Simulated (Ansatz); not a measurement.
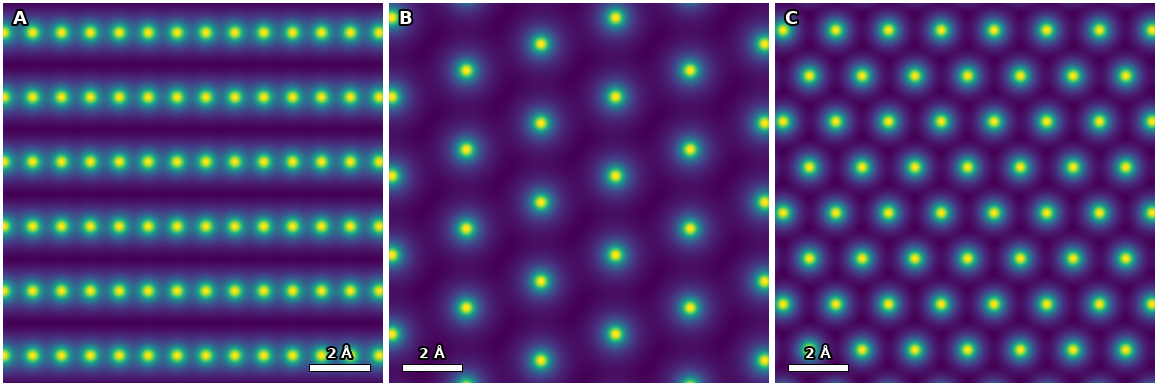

Three views of Hf (Fm-3m, No. 225) along different zone axes. Computed as the sum of neutral-atom potentials (tabulated electron scattering factors, B = 0.5 Å²) projected along the beam and smoothed by 0.25 Å; brighter is more positive. The display is stretched by a gamma of 0.7; percentages refer to the linear signal. Atomic positions: a calculation's starting geometry; the starting structure was generated, so it need not be a known form of this composition.

```cif
data_structure
_symmetry_space_group_name_H-M 'Fm-3m'
_symmetry_Int_Tables_number 225
_cell_length_a 4.4194
_cell_length_b 4.4194
_cell_length_c 4.4194
_cell_angle_alpha 90.000
_cell_angle_beta 90.000
_cell_angle_gamma 90.000
_cell_volume 86.31
loop_
_atom_site_label
_atom_site_type_symbol
_atom_site_symmetry_multiplicity
_atom_site_Wyckoff_symbol
_atom_site_fract_x
_atom_site_fract_y
_atom_site_fract_z
_atom_site_occupancy
Hf1 Hf 4 a 0.00000 0.00000 0.00000 1
```

Match the panels to the zone axes [110], [111] and [210].

A is [210]: projected cell 0.99 × 2.21 Å, 90°, plane group p2mm. B is [110]: projected cell 2.71 × 2.71 Å, 109°, plane group c2mm. C is [111]: projected cell 1.80 × 1.80 Å, 120°, plane group p6mm.
